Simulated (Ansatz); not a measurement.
# TiAl: what the fields show

Input

```
crystal:
  lattice:
    - [2.6833522546, 0.0, 0.0]
    - [0.0, 2.9069649424, 0.0]
    - [0.0, 0.0, 4.0387404752]
  atoms:
    - { symbol: Ti, position: [0.0, 0.0, 0.0] }
    - { symbol: Al, position: [0.5, 0.5, 0.5] }
basis:
  ecutwfc: 420
kpoints:
  mp_grid: { grid: [22, 22, 16] }
hamiltonian:
  xc: pbesol
scf:
  occupations: { method: gaussian, width: 0.15 }
output:
  forces: true
  stress: true
  eigenvalues: true
  write_density: true
  write_potential: true
  elf: true
  volumetric_format: npy
```

Run with:

```sh
ansatz run input.yaml --threads 1 --pin off --max-ram 2560MiB --backend cpu --events-out ev --progress --plain --runs-dir out
```

Below, planes, directions and counts refer to the conventional cell (a = 2.68 Å, b = 2.91 Å, c = 4.04 Å, α = 90.00°, β = 90.00°, γ = 90.00°).

Space group Pmmm; changed on purpose from its base cell (strain -0.0400 x Voigt [1, -1, 0, 0, 0, 0], atoms carried along); computed without spin polarisation.

Theory: DFT PBEsol, scalar-relativistic, plane waves, PAW (Ansatz).

In a PAW calculation such maps are meaningful between the atoms, not at the nuclei.

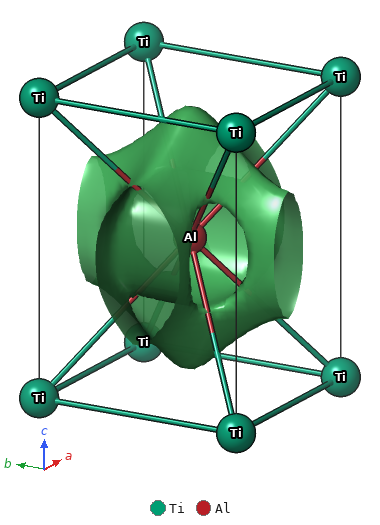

Figure 1. Isosurface of the ELF at 0.6 (green), seen at an oblique angle. Only the valence region is drawn (cores and ρ < 0.01 e/Å³ removed). Sticks mark near contacts.

Where are the electrons localised?

The surface consists of sheets that run through the cell in two directions, counted in one cell of 2 atoms. Regions shared between cells count once. Profiles from the grid: Ti–Ti (2.68 Å): the ELF is about 0.30 at the midpoint. Al–Al (2.68 Å): the ELF peaks at about 0.75 between the atoms.

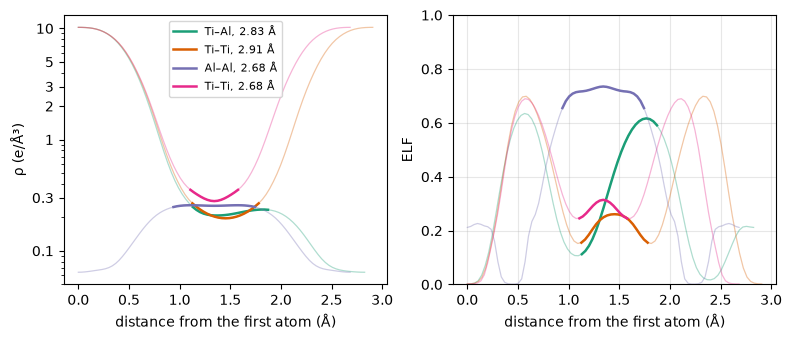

Figure 2. Valence pseudo-density and ELF along straight lines between neighbouring atoms. Thin, pale parts lie inside the atomic spheres.

What can be read from the curves?

Ti–Al (2.83 Å): the density is about 0.21 e/Å³ at the midpoint; the ELF is about 0.35 at the midpoint.
Ti–Ti (2.91 Å): the density is about 0.2 e/Å³ at the midpoint; the ELF is about 0.25 at the midpoint; no localised pair shows between them.
Al–Al (2.68 Å): ρ at the midpoint is about 0.25 e/Å³; the ELF peaks at about 0.75 between the atoms.
Ti–Ti (2.68 Å): ρ is about 0.28 e/Å³ halfway; the ELF is about 0.30 at the midpoint.

Does the calculation give a band gap?

It is metallic or semimetallic at this level of theory: no gap opens.
